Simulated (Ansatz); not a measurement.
System: Si16N (cell with a defect).

```yaml
crystal:
  lattice:
    - [0.00000, 5.43000, 5.43000]
    - [5.43000, 0.00000, 5.43000]
    - [5.43000, 5.43000, 0.00000]
  atoms:
    - { symbol: Si, position: [0.99383, 0.99445, 0.02450] }
    - { symbol: Si, position: [0.14023, 0.13541, 0.10816] }
    - { symbol: Si, position: [0.99670, 0.99190, 0.47920] }
    - { symbol: Si, position: [0.00366, 0.13806, 0.67373] }
    - { symbol: Si, position: [0.01576, 0.50939, 0.98611] }
    - { symbol: Si, position: [0.15338, 0.62949, 0.10204] }
    - { symbol: Si, position: [0.06182, 0.49420, 0.47189] }
    - { symbol: Si, position: [0.15668, 0.62882, 0.61226] }
    - { symbol: Si, position: [0.51484, 0.00875, 0.99049] }
    - { symbol: Si, position: [0.62756, 0.13780, 0.12384] }
    - { symbol: Si, position: [0.48983, 0.04178, 0.48944] }
    - { symbol: Si, position: [0.63043, 0.14076, 0.61543] }
    - { symbol: Si, position: [0.52780, 0.51067, 0.97629] }
    - { symbol: Si, position: [0.64170, 0.63500, 0.11204] }
    - { symbol: Si, position: [0.53192, 0.51183, 0.48601] }
    - { symbol: Si, position: [0.66260, 0.63747, 0.60292] }
    - { symbol: N, position: [0.22365, 0.21774, 0.52965] }
```

The SCF solution may not be the lowest one; PAW files of the earlier set (soft_1); the program warned that a starting moment wasn't kept; spin-polarised, but the moments vanished.

Method: DFT LDA, scalar-relativistic, plane waves, PAW in Ansatz 0.2.0.

Q: What can the converged valence pseudo-density and electron localisation function tell about the bonding?

A: Si–Si (2.34 Å): the density is about 0.58 e/Å³ at the midpoint; the ELF peaks at about 0.95 between the atoms; localised, covalent bonding.

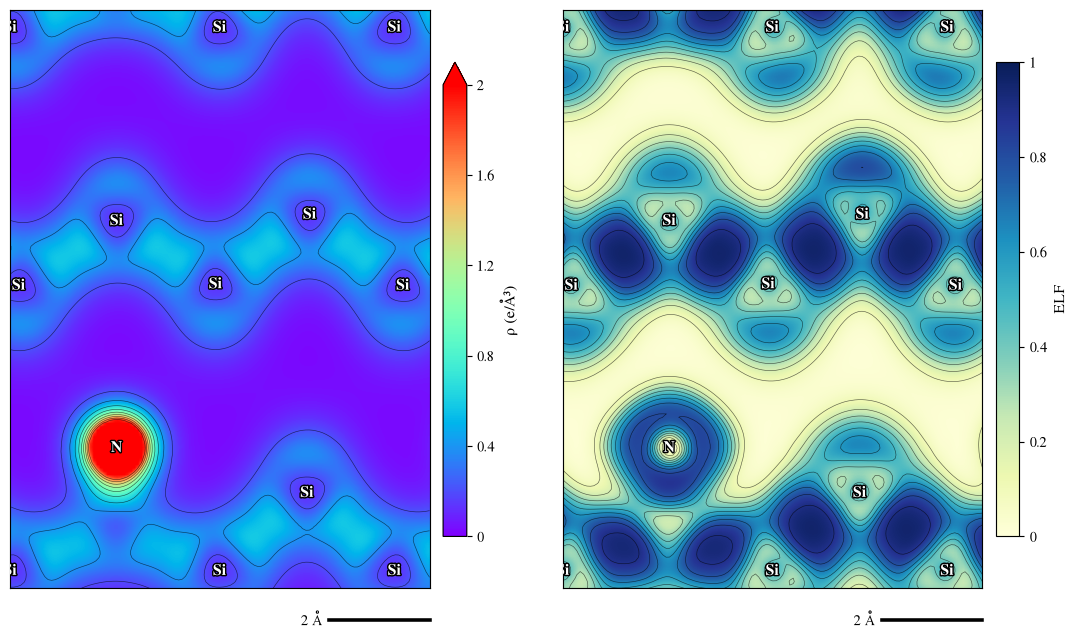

Computed valence pseudo-density and electron localisation function on the (11̄0) plane of the calculation cell, in this order. Atoms just off the plane (Si, 0.5 Å away) can leave unmarked features too.

The density is the valence pseudo-density of a PAW calculation; it isn't the true density close to the nuclei.
